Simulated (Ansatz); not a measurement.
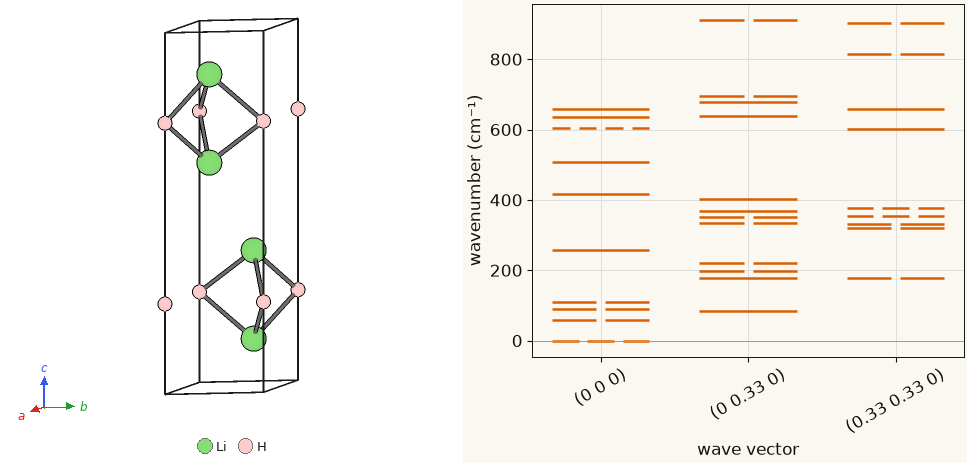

The picture above shows the phonon frequencies at several wave vectors (in fractions of the reciprocal vectors of the given cell) for Li₂H, space group P6_3/mmc (No. 194) (cell built by us, not taken from a database). Imaginary frequencies are drawn as negative. The cell is drawn beside the plot.

The given structure:
```yaml
crystal:
  lattice:
    - [2.81075, 0.00000, 0.00000]
    - [-1.40537, 2.43418, 0.00000]
    - [0.00000, 0.00000, 10.24644]
  atoms:
    - { symbol: Li, position: [0.33333, 0.66667, 0.37212] }
    - { symbol: Li, position: [0.66667, 0.33333, 0.87212] }
    - { symbol: Li, position: [0.33333, 0.66667, 0.12788] }
    - { symbol: Li, position: [0.66667, 0.33333, 0.62788] }
    - { symbol: H, position: [0.00000, 0.00000, 0.25000] }
    - { symbol: H, position: [0.00000, 0.00000, 0.75000] }
```

Computed with Ansatz 0.2.0: harmonic phonon frequencies at the irreducible points of a q mesh with atoms at rest in the given cell, q in fractions of the reciprocal cell vectors, no long-range term at q = 0, imaginary frequencies are negative, the first points where there are many; plane waves with PAW datasets. Level: PBE, no spin polarisation.

- wave cutoff: 420 eV
- k mesh: 15×15×4
- occupations: Fermi–Dirac
- smearing width: 0.15 eV
- pressure: 0 GPa
- phonon method: linear response
- q mesh: 3×3×1

Question: What do the frequencies say about stability?

Answer: No frequency is imaginary, so the structure is stable to these displacements at the wave vectors computed.

Question: What is the highest frequency?

Answer: The highest mode among the wave vectors computed lies at 914.8 cm⁻¹, at (0 0.33 0).

Limits of the calculation: metal sensitive to the k mesh.
